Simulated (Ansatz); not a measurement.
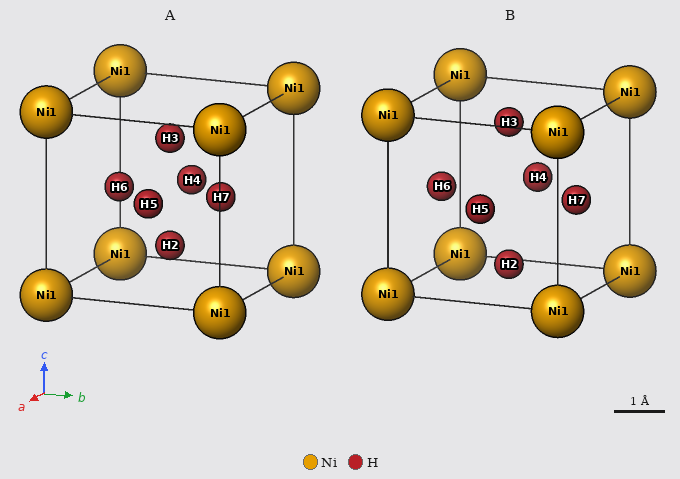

Two geometries of crystalline NiH₆ (a generated structure, set up in Pm-3m) (coarse preliminary run), drawn at one scale. One is the start of a relaxation, the other its converged end. The picture is a ball-and-stick view of the cell of the calculation, seen slightly off an axis.

Theory: DFT PBE, scalar-relativistic, plane waves, PAW in Ansatz 0.2.0. Set-up: plane-wave cutoff 420 eV; k-point mesh 4 × 4 × 4; occupations gaussian; smearing width 0.1 eV; collinear spin; cell and atoms relaxed; force threshold 0.04 eV/Å; at most 70 steps.

**Which geometry has the lower energy?**

Structure B is the relaxed one. The energy falls by 4.288 eV per cell of the calculation in 8 accepted moves (10 points after the start). Largest force component: 0.53 eV/Å at the start, 0.032 eV/Å at the end. The pressure goes from −18.66 to 0.22 GPa. The line search rejected the trial step at point 8 of the run. The SCF was repeated once at an unchanged geometry on a basis and grid sized afresh for the cell, which shifted the energy by 5.6 meV per cell of the calculation at most. The largest moves relative to the cell, 0.39 Å, are those of H2, H3, H4, H5, H6 and H7. H2 goes along −c. Ni stays in place. The volume changes by −6.3 %, with a = b = c 3.806 → 3.724 Å (−2.2 %). Some distances before and after: H2–H3 1.576 → 0.765 Å. New bonds form: H2–H3 (1.58 → 0.77 Å), H4–H5 (1.58 → 0.77 Å), H6–H7 (1.58 → 0.77 Å). The space group stays Pm-3m (No. 221). The program noted that the starting moments weren't kept. The run may lie on a higher electronic state than the lowest, so the end point isn't shown to be the ground-state structure. The run took 27 s on 1 thread of Arm Neoverse V1, with other jobs on the host, peak memory 0.29 GiB.

Limits of the set-up: the k-point mesh is coarse for a cell with partly filled bands.
